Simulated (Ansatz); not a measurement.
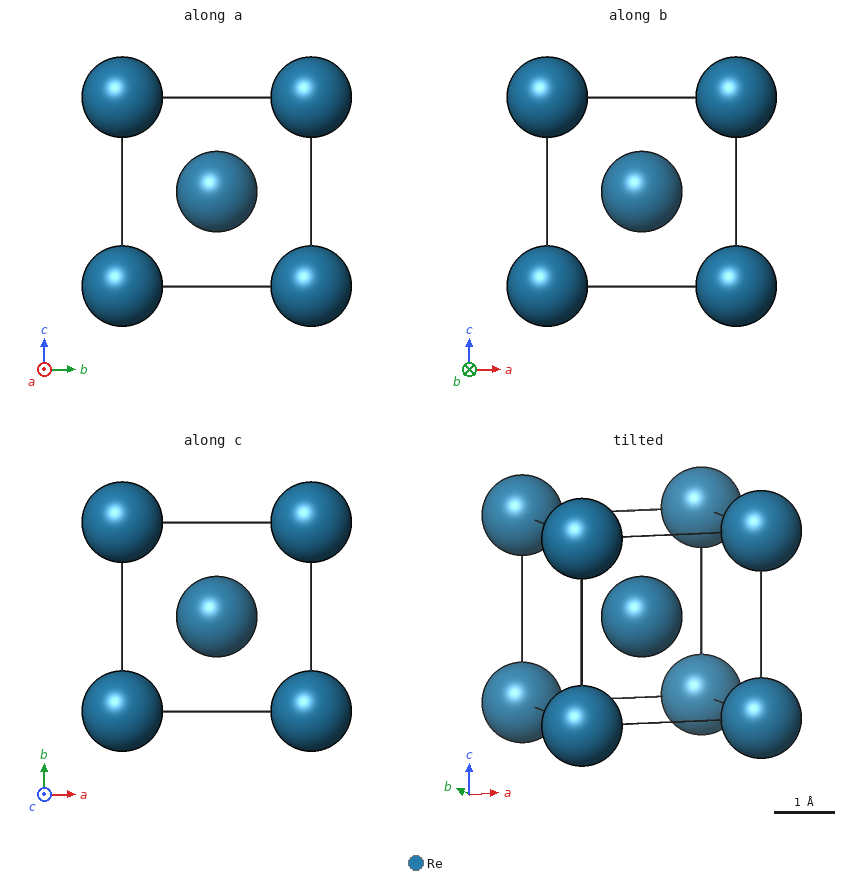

Drawn in the spheres-only manner and seen along the a axis, along the b axis, along the c axis and slightly off an axis. The lines enclose the conventional unit cell; boundary atoms appear with their images.

Lattice parameters: a = 3.151 Å, b = 3.151 Å, c = 3.151 Å, α = 90.00°, β = 90.00°, γ = 90.00°.

> Set out the cell and atoms as a table of Wyckoff sites.

Space group Im-3m (No. 229).
```tsv
atom	site	x	y	z
Re	2a	0.0000	0.0000	0.0000
```

Origin of the cell: a structure type filled with this element by a generator (whether the element takes this form wasn't checked). Earlier steps of the study may have refined or changed the cell and positions. It was run through Ansatz as a DFT input.

At this level of theory the cell isn't at rest (stretched, at -12 GPa), so its distances can differ from those at equilibrium, the more so the softer the solid.
